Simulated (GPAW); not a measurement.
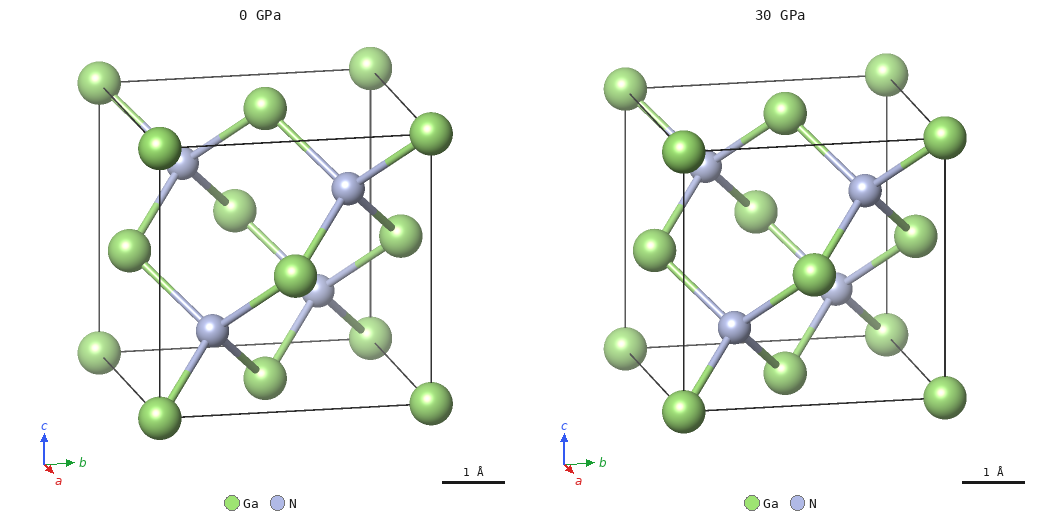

GaN, zinc blende type, space group F-43m (No. 216), relaxed (cell and atoms) under a series of hydrostatic pressures; the conventional cell is drawn at the lowest and the highest, to one scale (sticks follow a distance rule). The start was a structure listed in the Materials Project.

Alike in all runs: GPAW 26.7.0; functional PBEsol; potentials PAW data sets generated in the run's folder for this functional; cutoff 800 eV; k mesh 10 × 10 × 10 on the run's cell of 2 atoms; occupations fermi-dirac, width 0.05 eV; no spin polarisation; no spin-orbit coupling.

| pressure (GPa) | volume (Å³/atom) | a (Å) | gap (eV) |
| --- | --- | --- | --- |
| 0.2 | 11.795 | 4.553 | 1.59 |
| 2.1 | 11.685 | 4.538 | 1.65 |
| 5.0 | ? | ? | ? |
| 10.0 | 11.285 | 4.486 | 1.89 |
| 20.0 | 10.873 | 4.431 | 2.13 |
| 29.9 | 10.530 | 4.384 | 2.35 |

Question: Fit a third-order Birch-Murnaghan equation to the rows given and use it to fill in the volume that is left out.

Answer: The fit gives V0 = 11.80 Å³/atom, B0 = 201 GPa and B0′ = 4.6, which puts the volume at 5.0 GPa at 11.53 Å³/atom. The run gave volume 11.529 Å³/atom; a 4.518 Å; gap 1.74 eV.

Question: How does the gap move over the whole range?

Answer: It widens from 1.59 to 2.35 eV.

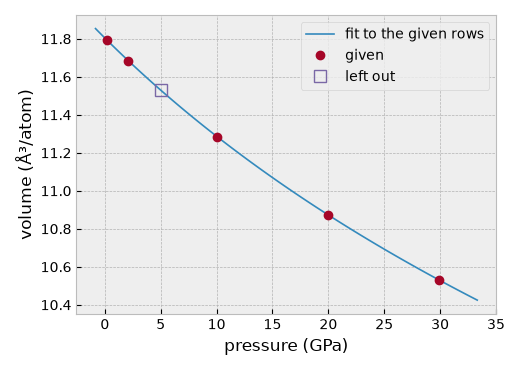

Volume against pressure, with the fit. The structure was kept in its own symmetry, so a change to another phase within this range wouldn't be seen. Gaps are the least found on the k-mesh, which can miss the band edges.

Caveat: the data sets keep Ga 3d, Li 1s and Be 1s frozen, and some such compounds lay over 1.5 % in volume off other programs; later steps reuse the first step's grids.
